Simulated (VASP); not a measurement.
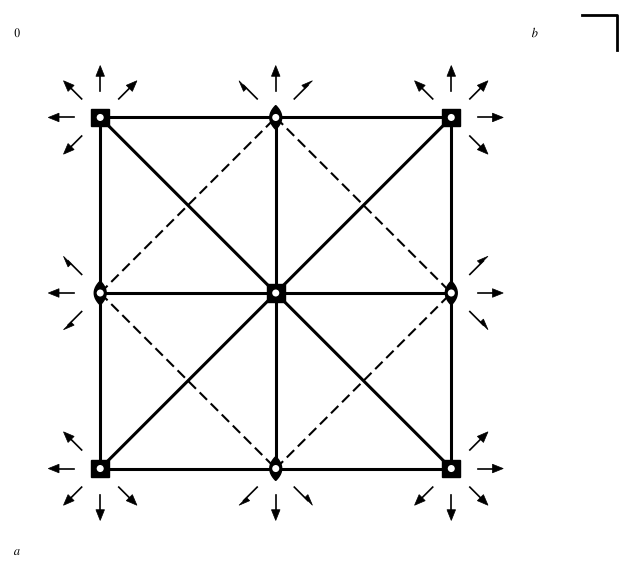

Symmetry elements of a space group, projected down c, computed from the operations of a computed or model structure of composition H.

Symbols follow the International Tables: origin at the upper left, the third axis towards the viewer; heavy, dashed, dotted, dash-dotted and dash-dot-dot lines are mirror, in-plane glide, out-of-plane glide, diagonal (n; with arrows d) and double (e) glide planes seen edge on; arrows at the rim are 2 (full head) and 2₁ (half head) axes in the plane; the corner sign is a plane parallel to the page; fractions are heights. Handed screw axes carry their printed symbol instead of tails.

Which space group is it?

P4/mmm (No. 123); primitive tetragonal, point group 4/mmm, 16 general positions a cell.

List the elements shown.

4 axes along c at (0, 0), (1/2, 1/2); 2 axes along c at (0, 1/2), (1/2, 0); inversion centres at (0, 0), (0, 1/2), (1/2, 0), (1/2, 1/2); mirror planes holding c and [1 1 0] or [−1 1 0]; in-plane glide planes holding c and [1 1 0] or [−1 1 0]; mirror planes normal to a, at x = 0, 1/2; mirror planes normal to b, at y = 0, 1/2; a mirror plane normal to c at height 0; 2 axes along [1 1 0] at height 0; 2 axes along [−1 1 0] at height 0; 2 axes along a at height 0; 2 axes along b at height 0; 2₁ axes along [1 1 0] at height 0; 2₁ axes along [−1 1 0] at height 0. Heights repeat every half period; positions are (a, b) fractions, modulo 1.

Write the general positions (in any order).

x, y, z; −x, −y, −z; −y, x, z; y, −x, −z; −x, −y, z; x, y, −z; y, −x, z; −y, x, −z; x, −y, −z; −x, y, z; −y, −x, −z; y, x, z; −x, y, −z; x, −y, z; y, x, −z; −y, −x, z
